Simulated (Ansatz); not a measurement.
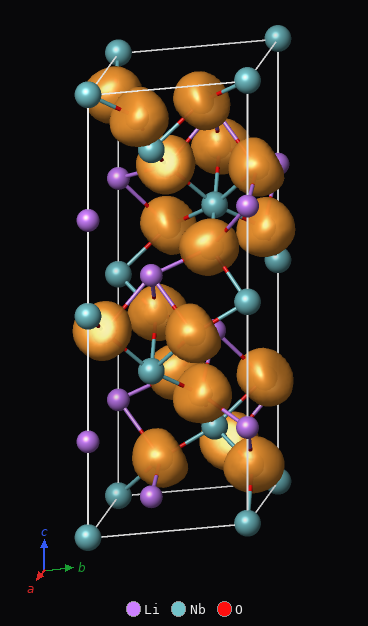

*LiNbO3. Isosurface of the ELF at 0.7 (orange), seen slightly off an axis. Only the valence region is drawn (cores and ρ < 0.01 e/Å³ removed). Sticks mark near contacts.*

Space group R3c.

Method: DFT LDA, scalar-relativistic, plane waves, PAW in Ansatz.

Core electrons are frozen (PAW), and the valence fields are smoothed inside the atomic spheres.

Where are the electrons localised?

The surface consists of 18 regions wrapped around O (the valence shell of each), counted in one cell of 30 atoms. Any copies at cell faces, edges or corners count once.

Values along the shortest contacts:
Nb–O (1.88 Å): the ELF peaks at about 0.80 in the valence shell of O, 0.5 Å from its nucleus, and drops to about 0.30 between the two atoms; no localised pair shows between them. Li–O (2.00 Å): the ELF peaks at about 0.85 in the valence shell of O, 0.6 Å from its nucleus, and falls to about 0.05 next to Li; a largely ionic contact.

Does the calculation give a band gap?

It is gapped, with a Kohn–Sham gap of 3.5 eV on the k-point mesh (the band edges may lie off the mesh, which would make the gap smaller).
